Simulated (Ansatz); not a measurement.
# Ni: one cell, many SCF starts, part 2 of 2

Is Ni magnetic at this level, in which order, and do all starts find it? Single-point runs from several starts follow. System: Ni, its experimental structure (space group Fm-3m, primitive cell doubled); the cell holds 2 atoms. Source: COD entry 9012989; the sample's temperature and pressure aren't taken into account.

Ansatz 0.2.0; DFT PBE, PAW, plane waves, scalar-relativistic.

## Step 7: Moments ++ scaled by 0.65, plain SCF

input.yaml

```yaml
crystal:
  lattice:
    - [0.0, 3.536, 3.536]
    - [1.768, 0.0, 1.768]
    - [1.768, 1.768, 0.0]
  atoms:
    - { symbol: Ni, position: [0.0, 0.0, 0.0], spin: 1.3 }
    - { symbol: Ni, position: [0.5, 0.0, 0.0], spin: 1.3 }
magnetization:
  spin_polarized: true
hamiltonian:
  xc: pbe
  pseudopotentials: { kind: paw }
basis:
  ecutwfc: 420
kpoints:
  mp_grid: { grid: [7, 14, 14] }
scf:
  occupations: { method: gaussian, width: 0.1 }
  lower_state_search: "off"
output:
  forces: true
  stress: true
```

Output (excerpt; [...] marks lines left out):

```text
[... 19 lines as in an earlier run ...]
Starting moments: Σ|m| = 2.6 μB on 2 of 2 sites
[... 2 lines as in an earlier run ...]
[...]
SCF iter   1: F=—  HF=-11679.286894 eV  |F-HF|=—  |Δ(HF+E_count)|=         —  Δρ=6.13e-2 (↑3.75e-2 ↓6.13e-2)  dr2=7.86e-2  dr2_m=4.73e-1  M=1.551 μB ∫|m|=1.664 μB  β_m=0.30  ethr=2.19e-4  ⟨swp⟩=1.0  Hψ=34162  notcnv=0
[...]
spin-set hold released at iteration 7 (site moments contracting): the magnetisation degrees of freedom join the quasi-Newton model from the next iteration; the mixer history was flushed
[...]
SCF iter  15: F=-11679.440834 eV  HF=-11679.440834 eV  |F-HF|=9.31e-10  |Δ(HF+E_count)|=   1.13e-8  Δρ=2.09e-6 (↑2.09e-6 ↓8.23e-7)  dr2=8.69e-10  dr2_m=1.01e-10  M=1.261 μB ∫|m|=1.457 μB  ethr=2.38e-12  ⟨swp⟩=1.2  Hψ=20391  notcnv=0
[...]
SCF converged after 15 iterations
Magnetization: 1.2609 μB (18.6305 up, 17.3695 down)
Absolute magnetization: 1.4586 μB (∫|ρ↑−ρ↓|, with the PAW one-centre terms)
Spin contamination: 0.0150 ħ² per cell (⟨S²⟩ above its minimum at these occupations)
Per-site moments (μB) at R_I (Å): [(0.6717901911557908, 1.0313859510386982), (0.6717901911557908, 1.0313859510386982)]
Free energy (F): -11679.440834 eV
[...]
E sigma→0 (E₀):  -11679.430704 eV
Entropy (-TS):   -0.020259 eV (-10.130 meV/atom)
Fermi energy:    17.833100 eV
[... 24 lines left out: energy terms, forces, stress ...]
```

It took 5.3 s on 2 threads of an x86-64 CPU, shared host; peak memory 0.48 GiB.

The run ends in the same state as step 2 (ferromagnetic); it took 15 iterations.

## Step 8: A moment on one site alone, plain SCF

input.yaml, as its differences from that of step 7:

```diff
@@ -6,4 +6,4 @@
   atoms:
-    - { symbol: Ni, position: [0.0, 0.0, 0.0], spin: 1.3 }
-    - { symbol: Ni, position: [0.5, 0.0, 0.0], spin: 1.3 }
+    - { symbol: Ni, position: [0.0, 0.0, 0.0] }
+    - { symbol: Ni, position: [0.5, 0.0, 0.0], spin: 2.0 }
 magnetization:
```

Output (excerpt; [...] marks lines left out):

```text
[... 13 lines as in an earlier run ...]
Magnetic group: BNS 166.97 (UNI 1327), of the structure as read, at distance tolerance 2.8e-5 Å
[... 5 lines as in an earlier run ...]
Starting moments: Σ|m| = 2 μB on 1 of 2 sites
[... 2 lines as in an earlier run ...]
SCF iter   1: F=—  HF=-11679.248112 eV  |F-HF|=—  |Δ(HF+E_count)|=         —  Δρ=1.10e-1 (↑1.10e-1 ↓3.75e-2)  dr2=3.17e0  dr2_m=6.09e-1  M=1.433 μB ∫|m|=1.543 μB  β_m=0.30  ethr=3.10e-3  ⟨swp⟩=4.6  Hψ=23936  notcnv=0
[...]
spin-set hold released at iteration 5 (the charge has settled, or the pull on large starting moments outlasts its swing): the magnetisation degrees of freedom join the quasi-Newton model from the next iteration; the mixer history was flushed
[...]
SCF iter  23: F=-11679.440834 eV  HF=-11679.440834 eV  |F-HF|=3.77e-8  |Δ(HF+E_count)|=  3.75e-10  Δρ=1.23e-5 (↑4.02e-6 ↓1.23e-5)  dr2=3.92e-8  dr2_m=3.72e-9  M=1.261 μB ∫|m|=1.457 μB  ethr=2.44e-10  ⟨swp⟩=2.4  Hψ=19833  notcnv=0
[...]
SCF converged after 23 iterations
Magnetization: 1.2610 μB (18.6305 up, 17.3695 down)
Absolute magnetization: 1.4587 μB (∫|ρ↑−ρ↓|, with the PAW one-centre terms)
Spin contamination: 0.0150 ħ² per cell (⟨S²⟩ above its minimum at these occupations)
Per-site moments (μB) at R_I (Å): [(0.6718125067035137, 1.0313859510386982), (0.6717799862039128, 1.0313859510386982)]
Free energy (F): -11679.440834 eV
[...]
E sigma→0 (E₀):  -11679.430704 eV
Entropy (-TS):   -0.020259 eV (-10.130 meV/atom)
Fermi energy:    17.833164 eV
[... 24 lines left out: energy terms, forces, stress ...]
```

It took 6.6 s on 2 threads of an x86-64 CPU, shared host; peak memory 0.49 GiB.

Nothing new: the 23 iterations lead to the state found in step 2 (ferromagnetic).

## Step 9: Parallel moments, Broyden mixing, no switch to direct minimisation

input.yaml, as its differences from that of step 8:

```diff
@@ -6,3 +6,3 @@
   atoms:
-    - { symbol: Ni, position: [0.0, 0.0, 0.0] }
+    - { symbol: Ni, position: [0.0, 0.0, 0.0], spin: 2.0 }
     - { symbol: Ni, position: [0.5, 0.0, 0.0], spin: 2.0 }
@@ -20,2 +20,4 @@
   lower_state_search: "off"
+  algorithm: density_mixing
+  mixing: { algorithm: broyden, beta: 0.3 }
 output:
```

Output (excerpt; [...] marks lines left out):

```text
[... 19 lines as in an earlier run ...]
Starting moments: Σ|m| = 4 μB on 2 of 2 sites
[... 3 lines as in an earlier run ...]
SCF iter   1: F=—  HF=-11678.893833 eV  |F-HF|=—  |Δ(HF+E_count)|=         —  Δρ=1.25e-1 (↑1.13e-1 ↓1.25e-1)  dr2=2.18e-2  dr2_m=2.84e0  M=1.905 μB ∫|m|=2.108 μB  β_m=0.57  ethr=6.07e-5  ⟨swp⟩=1.1  Hψ=34215  notcnv=0
[...]
[... 1 line as in an earlier run ...]
[...]
SCF iter  16: F=-11679.440834 eV  HF=-11679.440834 eV  |F-HF|=2.31e-8  |Δ(HF+E_count)|=   1.74e-7  Δρ=9.78e-7 (↑5.17e-7 ↓9.78e-7)  dr2=2.52e-10  dr2_m=2.75e-11  M=1.261 μB ∫|m|=1.457 μB  ethr=1.00e-12  ⟨swp⟩=3.5  Hψ=19319  notcnv=0
[...]
this state was not tested for a lower state beside it, because the mixer in use, unlike msr1, does not test its closes by its own steps (another_mixer; see scf.mixing.algorithm and scf.lower_state_search)
SCF converged after 16 iterations
Magnetization: 1.2612 μB (18.6306 up, 17.3694 down)
Absolute magnetization: 1.4590 μB (∫|ρ↑−ρ↓|, with the PAW one-centre terms)
Spin contamination: 0.0150 ħ² per cell (⟨S²⟩ above its minimum at these occupations)
Per-site moments (μB) at R_I (Å): [(0.6719428373775047, 1.0313859510386982), (0.6719428373775047, 1.0313859510386982)]
Free energy (F): -11679.440834 eV
[...]
E sigma→0 (E₀):  -11679.430705 eV
Entropy (-TS):   -0.020257 eV (-10.129 meV/atom)
Fermi energy:    17.833173 eV
[... 24 lines left out: energy terms, forces, stress ...]
```

It took 5 s on 2 threads of an x86-64 CPU, shared host; peak memory 0.49 GiB.

This is the state of step 2 again (ferromagnetic), after 16 iterations.

## Step 10: Parallel moments, spin not held back in the first iterations, no switch to direct minimisation

input.yaml, as its differences from that of step 9:

```diff
@@ -21,3 +21,3 @@
   algorithm: density_mixing
-  mixing: { algorithm: broyden, beta: 0.3 }
+  mixing: { spin_hold: "off" }
 output:
```

Output (excerpt; [...] marks lines left out):

```text
[... 19 lines as in an earlier run ...]
Starting moments: Σ|m| = 4 μB on 2 of 2 sites
[... 2 lines as in an earlier run ...]
[...]
SCF iter   1: F=—  HF=-11678.824944 eV  |F-HF|=—  |Δ(HF+E_count)|=         —  Δρ=1.22e-1 (↑1.09e-1 ↓1.22e-1)  dr2=2.59e-2  dr2_m=2.68e0  M=1.892 μB ∫|m|=2.031 μB  β_m=0.30  ethr=7.22e-5  ⟨swp⟩=1.0  Hψ=34175  notcnv=0
[...]
SCF iter  10: F=-11679.440834 eV  HF=-11679.440834 eV  |F-HF|=1.38e-9  |Δ(HF+E_count)|=   2.00e-8  Δρ=5.55e-6 (↑2.90e-6 ↓5.55e-6)  dr2=1.76e-9  dr2_m=1.86e-9  M=1.261 μB ∫|m|=1.457 μB  ethr=3.30e-11  ⟨swp⟩=2.0  Hψ=21171  notcnv=0
[...]
SCF converged after 10 iterations
Magnetization: 1.2609 μB (18.6305 up, 17.3695 down)
Absolute magnetization: 1.4586 μB (∫|ρ↑−ρ↓|, with the PAW one-centre terms)
Spin contamination: 0.0150 ħ² per cell (⟨S²⟩ above its minimum at these occupations)
Per-site moments (μB) at R_I (Å): [(0.6717723399693734, 1.0313859510386982), (0.6717723399693734, 1.0313859510386982)]
Free energy (F): -11679.440834 eV
[...]
E sigma→0 (E₀):  -11679.430704 eV
Entropy (-TS):   -0.020259 eV (-10.130 meV/atom)
Fermi energy:    17.833113 eV
[... 24 lines left out: energy terms, forces, stress ...]
```

Wall time 4.2 s (2 threads of an x86-64 CPU, shared host); peak memory 0.48 GiB.

The run ends in the same state as step 2 (ferromagnetic); it took 10 iterations.

## Step 11: The runs side by side

| step | iterations | state | moments of Ni1 Ni2 (μB) | total (μB) | gap (eV) | pressure (GPa) | above lowest (meV/atom) |
| --- | --- | --- | --- | --- | --- | --- | --- |
| 2 | 10 | 1 | 0.67 0.67 | 1.26 | none | -2.8 | 0.0 |
| 3 | 12 | 2 | 0.29 -0.29 | 0.00 | none | -3.6 | 50.2 |
| 4 | 6 | 3 | 0.00 0.00 | 0.00 | none | -4.0 | 53.3 |
| 5 | 12 | 1 | 0.67 0.67 | 1.26 | none | -2.8 | 0.0 |
| 6 | 13 | 1 | 0.67 0.67 | 1.26 | none | -2.8 | 0.0 |
| 7 | 15 | 1 | 0.67 0.67 | 1.26 | none | -2.8 | 0.0 |
| 8 | 23 | 1 | 0.67 0.67 | 1.26 | none | -2.8 | 0.0 |
| 9 | 16 | 1 | 0.67 0.67 | 1.26 | none | -2.8 | 0.0 |
| 10 | 10 | 1 | 0.67 0.67 | 1.26 | none | -2.8 | 0.0 |

States are numbered from the lowest. Starts by step: 2 parallel moments, plain SCF; 3 opposed moments +-, plain SCF; 4 no spin polarisation; 5 spin on, no moments given (the program may seed its own), plain SCF; 6 parallel moments scaled by 0.1, plain SCF; 7 moments ++ scaled by 0.65, plain SCF; 8 a moment on one site alone, plain SCF; 9 parallel moments, Broyden mixing, no switch to direct minimisation; 10 parallel moments, spin not held back in the first iterations, no switch to direct minimisation.

The 9 runs of this session took 39 s in all, from 1.5 s to 6.6 s each.

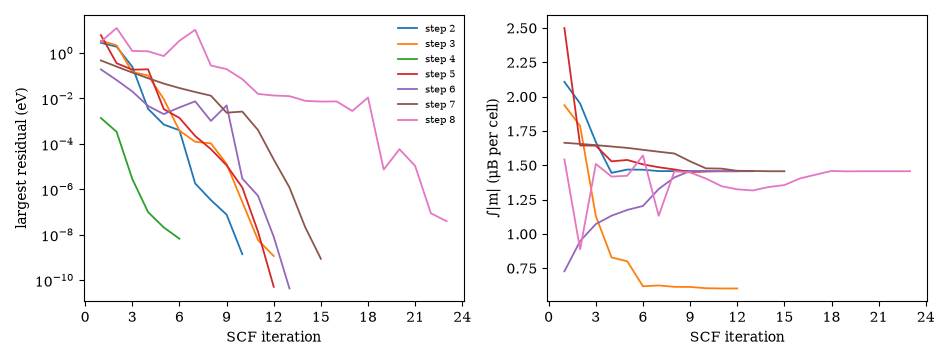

Residual and absolute moment along the iterations (7 of the 9 runs).

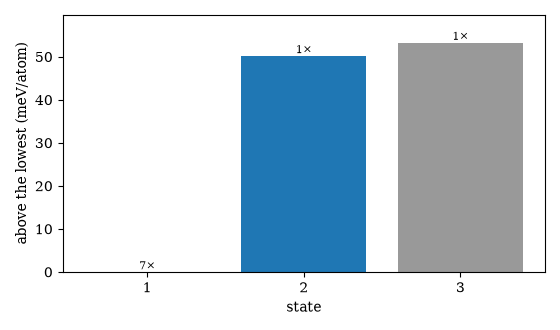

Energy of each distinct state, with the number of starts that reached it (red ferromagnetic, blue opposed moments, grey non-magnetic, green other).

## Step 12: Summary of results

What follows sums up all 2 parts.

| quantity | value |
| --- | --- |
| distinct states | 3 from 9 converged runs |
| lowest state from plain starts | ferromagnetic |
| its moments | Ni1 0.67, Ni2 0.67 μB |
| total moment | 1.26 μB per cell |
| gap on the k-mesh | none |
| pressure | -2.8 GPa |
| largest force | 0.000 eV/Å |
| next state | antiferromagnetic, 50.2 meV/atom higher |
| highest state | non-magnetic (no spin polarisation), 53.3 meV/atom higher |

In words: 9 runs converged, to 3 different states. Switching spin polarisation off costs 53.3 meV/atom in free energy, smearing entropy included. The best antiferromagnetic state lies 50.2 meV/atom above the best ferromagnetic one. These are lowest states among those tried, not proven ground states.
